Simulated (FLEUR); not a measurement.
## Energy of SnSe₂ along an even scaling of the cell

System: SnSe₂ (P-3m1, 3 atoms in the cell).
Method: Kohn-Sham DFT of a periodic cell, BH, all-electron, no spin polarisation (FLEUR MaX-R8.1 (later development tree)).

The 5 runs differ only in the geometry, by an even scaling of the cell at fixed fractional positions. The structure derives from an entry of the Crystallography Open Database.

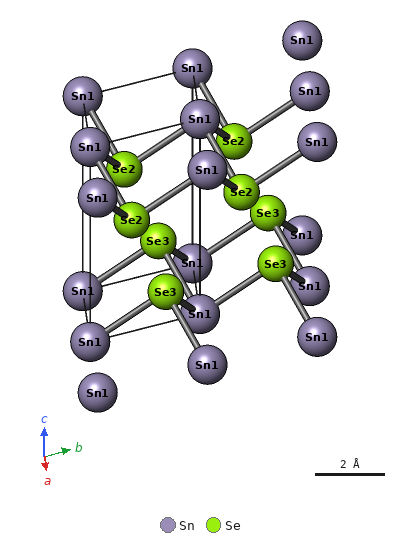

Figure 1. The structure of run 3 (ball-and-stick view of the cell of the calculation, repeated 2 × 2 × 1, seen at an oblique angle; atoms are numbered from 1 in the order of the input).

## Input of run 3
```
<?xml version="1.0" encoding="UTF-8" standalone="no"?>
<fleurInput fleurInputVersion="0.39">
   <comment>
      SnSe2                                                                                               
   </comment>
   <calculationSetup>
      <cutoffs Kmax="4.43" Gmax="13.7" GmaxXC="13.7" numbands="0"/>
      <scfLoop itmax="60" minDistance="0.00001" maxIterBroyd="15" imix="Anderson" alpha="0.05" precondParam="0.0" spinf="2.0" sdNocoIR="T"/>
      <coreElectrons ctail="T" frcor="F" kcrel="0" coretail_lmax="0"/>
      <xcFunctional name="bh" relativisticCorrections="F"/>
      <magnetism jspins="1"/>
      <soc l_soc="F" theta="0.0" phi="0.0" spav="F"/>
      <expertModes spex="0" secvar="F"/>
      <geometryOptimization l_f="F" forcealpha="1.0" forcemix="BFGS" epsdisp="0.00001" epsforce="0.00001"/>
      <ldaU l_linMix="F" mixParam="0.05" spinf="1.0"/>
   </calculationSetup>
   <cell>
      <bzIntegration valenceElectrons="54.0" mode="hist" fermiSmearingEnergy="0.00183747">
         <kPointListSelection listName="default-1"/>
         <!-- k-points included here -->
         <xi:include xmlns:xi="http://www.w3.org/2001/XInclude" href="kpts.xml"> </xi:include>
      </bzIntegration>
      <!-- symmetry operations included here -->
      <xi:include xmlns:xi="http://www.w3.org/2001/XInclude" href="sym.xml"> </xi:include>
      <bulkLattice scale="1.0000000000">
         <bravaisMatrix>
            <row-1>    7.2017462608505998     0.0000000000000000     0.0000000000000000</row-1>
            <row-2>   -3.6008731304252999     6.2368952134637015     0.0000000000000000</row-2>
            <row-3>    0.0000000000000000     0.0000000000000000    11.5953595005455998</row-3>
         </bravaisMatrix>
      </bulkLattice>
   </cell>
   <atomSpecies>
      <species name="Tin (Sn)" element="Sn" atomicNumber="50">
         <mtSphere radius="2.34" gridPoints="797" logIncrement="0.016"/>
         <atomicCutoffs lmax="10" lnonsphr="8"/>
         <electronConfig flipSpins="F">
            <coreConfig>(1s1/2) (2s1/2) (2p1/2) (2p3/2) (3s1/2) (3p1/2) (3p3/2) (3d3/2) (3d5/2)</coreConfig>
            <valenceConfig>(4s1/2) (4p1/2) (4p3/2) (5s1/2) (4d3/2) (4d5/2) (5p1/2) (5p3/2)</valenceConfig>
            <stateOccupation state="(5p1/2)" spinUp="0.333333" spinDown="0.333333"/>
            <stateOccupation state="(5p3/2)" spinUp="0.666667" spinDown="0.666667"/>
         </electronConfig>
         <energyParameters s="5" p="5" d="4" f="4"/>
         <lo type="SCLO" l="0" n="4" eDeriv="0"/>
         <lo type="SCLO" l="1" n="4" eDeriv="0"/>
         <lo type="SCLO" l="1" n="4" eDeriv="1"/>
         <lo type="SCLO" l="2" n="4" eDeriv="2"/>
         <lo type="SCLO" l="3" n="4" eDeriv="2"/>
      </species>
      <species name="Selenium (Se)" element="Se" atomicNumber="34">
         <mtSphere radius="2.21" gridPoints="753" logIncrement="0.017"/>
         <atomicCutoffs lmax="9" lnonsphr="7"/>
         <electronConfig flipSpins="F">
            <coreConfig>(1s1/2) (2s1/2) (2p1/2) (2p3/2) (3s1/2) (3p1/2) (3p3/2)</coreConfig>
            <valenceConfig>(3d3/2) (3d5/2) (4s1/2) (4p1/2) (4p3/2)</valenceConfig>
            <stateOccupation state="(4p1/2)" spinUp="0.666667" spinDown="0.666667"/>
            <stateOccupation state="(4p3/2)" spinUp="1.333333" spinDown="1.333333"/>
         </electronConfig>
         <energyParameters s="4" p="4" d="4" f="4"/>
         <lo type="SCLO" l="2" n="3" eDeriv="0"/>
         <lo type="SCLO" l="0" n="4" eDeriv="2"/>
         <lo type="SCLO" l="1" n="4" eDeriv="2"/>
         <lo type="SCLO" l="3" n="4" eDeriv="2"/>
      </species>
   </atomSpecies>
   <atomGroups>
      <atomGroup species="Tin (Sn)">
         <relPos label="                   1">.0000000000 .0000000000 .0000000000</relPos>
         <force calculate="T" relaxXYZ="TTT"/>
      </atomGroup>
      <atomGroup species="Selenium (Se)">
         <relPos label="                   2">-1.000/3.000 1.000/3.000 -.2490000000</relPos>
         <relPos label="                   3">1.000/3.000 -1.000/3.000 .2490000000</relPos>
         <force calculate="T" relaxXYZ="TTT"/>
      </atomGroup>
   </atomGroups>
   <output dos="F" band="F" slice="F">
      <checks vchk="F" cdinf="F"/>
      <bandDOS minEnergy="-.5*Htr" maxEnergy="0.5*Htr" sigma="0.015" storeEVData="T"/>
      <vacuumDOS vacdos="F" integ="F" star="F" nstars="0" locx1="0.0" locy1="0.0" locx2="0.0" locy2="0.0" nstm="0" tworkf="0.0"/>
      <unfoldingBand unfoldBand="F" supercellX="1" supercellY="1" supercellZ="1"/>
      <plotting iplot="0" polar="F">
         <plot TwoD="T" vec1="  1.0  0.0  0.0" vec2="  0.0  1.0  0.0" vec3="  0.0  0.0  1.0" zero="  0.0  0.0  0.0" file="plot"/>
      </plotting>
      <chargeDensitySlicing numkpt="0" minEigenval="0.0" maxEigenval="0.0" nnne="0" pallst="F"/>
      <specialOutput eonly="F"/>
      <moessbauerParams electricFieldGradient="T" isomerShift="T" coreHyperfine="T" valenceHyperfine="T"/>
      <magneticCircularDichroism mcd="F" energyLo="-10.0" energyUp="0.0"/>
   </output>
  <!-- We include the file relax.xml here to enable relaxations (see documentation) -->
  <xi:include xmlns:xi="http://www.w3.org/2001/XInclude" href="relax.xml"> <xi:fallback/> </xi:include>
</fleurInput>
```

Command:
```bash
inpgen -f crystal.txt -profile fastHighL; fleur_MPI
```

Run 4 has the same physical settings and fractional positions; its lattice vectors (Å) are:
```
   3.861150    0.000000    0.000000
  -1.930575    3.343854    0.000000
   0.000000    0.000000    6.216746
```

## Results, with one run withheld

| run | volume per atom (Å³) | free energy per atom, from the lowest run given (meV) | gap on the mesh (eV) |
| --- | --- | --- | --- |
| 1 | 24.182 | 26.31 | 0.76 |
| 2 | 24.697 | 11.88 | 0.73 |
| 3 | 25.726 | 0.00 | 0.68 |
| 4 | 26.755 | ? | ? |
| 5 | 27.270 | 15.88 | 0.60 |

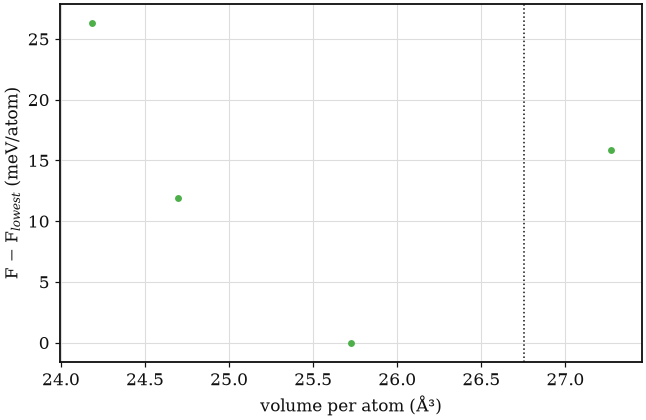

Figure 2. Free energy per atom of the runs given; the dotted line marks run 4.

Estimate the energy of run 4 from the others.

A quadratic polynomial in V^(−2/3) (the Birch–Murnaghan form), fitted to the 4 runs given, misses them by at most 0.09 meV per atom. With x = V^(−2/3) − 0.11566 Å⁻², it reads F = 1.3773 + 2468.9 x + 9.8723e+05 x² (meV per atom). At run 4 it gives 6.62 meV per atom, and the run itself gives 6.74. The fit has its minimum at 25.841 Å³ per atom, where V d²F/dV² gives 71.2 GPa. Cell shape and fractional positions are held, so this is the stiffness under even scaling; the relaxed bulk modulus wasn't computed and can be far lower in a crystal of layers, chains or molecules like this one. The gap on the mesh goes, without turning, from 0.76 eV in run 1 to 0.60 eV in run 5; run 4 has 0.62 eV. These are gaps of this functional on this mesh, which can miss the band edges; they aren't the measured gap.

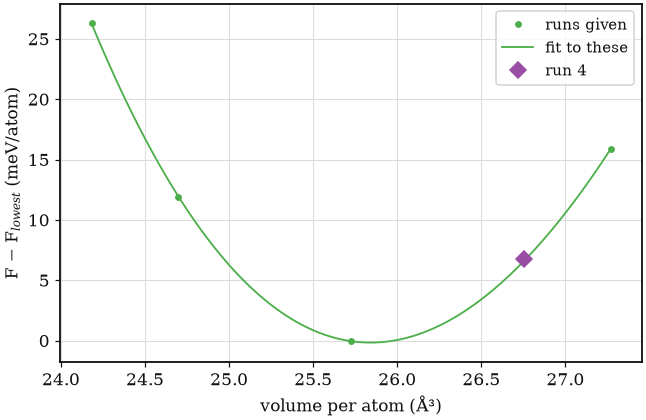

Figure 3. The fit and the withheld run.

## Output (run 4)
```
Welcome to FLEUR        (www.flapw.de)
      MaX-Release 8.1          (www.max-centre.eu)

 ========== k-point set info ==========
 Selected k-point list: default-1
 k-point list type: mesh
 8 x 8 x 5
 Number of k points: 40

 ------------Calculation Setup---------------------------
 Number of MPI-tasks      :            1
 Number of PE/node        :            1
 Number of OMP-threads    :            1
 Most efficient MPI parallelization for:
           1           2           4           5           8          10          20          40
 Additional eigenvalue parallelization possible
 Number of basis functions:          919
 Approximate size of matrices (H+S) per k-point:         0.013 GB
 --------------------------------------------------------

 Iteration:     1   Distance:       5.72100804 me/bohr^3

 Iteration:     2   Distance:       5.27664541 me/bohr^3

 Iteration:     3   Distance:       2.68209348 me/bohr^3

 Iteration:     4   Distance:       0.86422726 me/bohr^3

 Iteration:     5   Distance:       0.71630136 me/bohr^3

 Iteration:     6   Distance:       0.24275006 me/bohr^3

 Iteration:     7   Distance:       0.06330997 me/bohr^3

 Iteration:     8   Distance:       0.04179125 me/bohr^3

 Iteration:     9   Distance:       0.01148421 me/bohr^3

 Iteration:    10   Distance:       0.00580746 me/bohr^3

 Iteration:    11   Distance:       0.00129061 me/bohr^3

 Iteration:    12   Distance:       0.00017842 me/bohr^3

 Iteration:    13   Distance:       0.00016963 me/bohr^3

 Iteration:    14   Distance:       0.00002185 me/bohr^3

 Iteration:    15   Distance:       0.00000462 me/bohr^3

 ********************************************************************
 Run finished successfully
 Stop message:
   all done
 ********************************************************************
```
